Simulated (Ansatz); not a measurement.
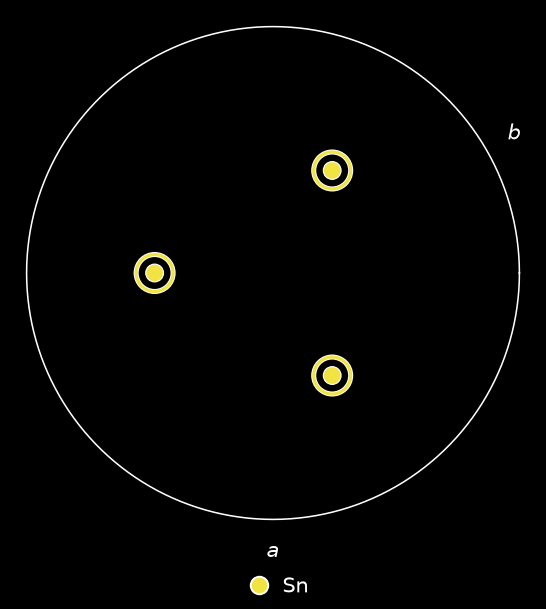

For SnO, the geometry relaxed with DFT, PBE, plane waves, PAW in Ansatz 0.2.0; the starting structure was generated, so it need not be a known form of this composition: directions from one oxygen atom at (1/3, 2/3, 1/4) to its bonded neighbours, in stereographic projection down c (filled: above the plane of the page or in it, open: below). The drawing is computed from the coordinates (standard cell, symmetry found to 0.002 Å).

Neighbours are counted up to 2.96 Å for Sn.

```cif
data_structure
_symmetry_space_group_name_H-M 'P 1'
_symmetry_Int_Tables_number 1
_cell_length_a 3.4751
_cell_length_b 3.4751
_cell_length_c 6.4241
_cell_angle_alpha 90.000
_cell_angle_beta 90.000
_cell_angle_gamma 120.000
_cell_volume 67.18
loop_
_atom_site_label
_atom_site_type_symbol
_atom_site_fract_x
_atom_site_fract_y
_atom_site_fract_z
_atom_site_occupancy
Sn1 Sn 0.00000 0.00000 0.00000 1
Sn2 Sn 0.00000 0.00000 0.50000 1
O1 O 0.33333 0.66667 0.25000 1
O2 O 0.66667 0.33333 0.75000 1
```

Q: How many neighbours are there, and at what angles?

A: 6: 6 Sn at 2.57 Å. Angles between bonds: 77° (3×), 85° (6×), 134° (6×).

Q: What is the site's symmetry in the crystal?

A: Point group -6m2 (D3h), order 12: one −6 axis, three twofold axes, four mirror planes. In No. 194, P6_3/mmc this is Wyckoff position 2c.
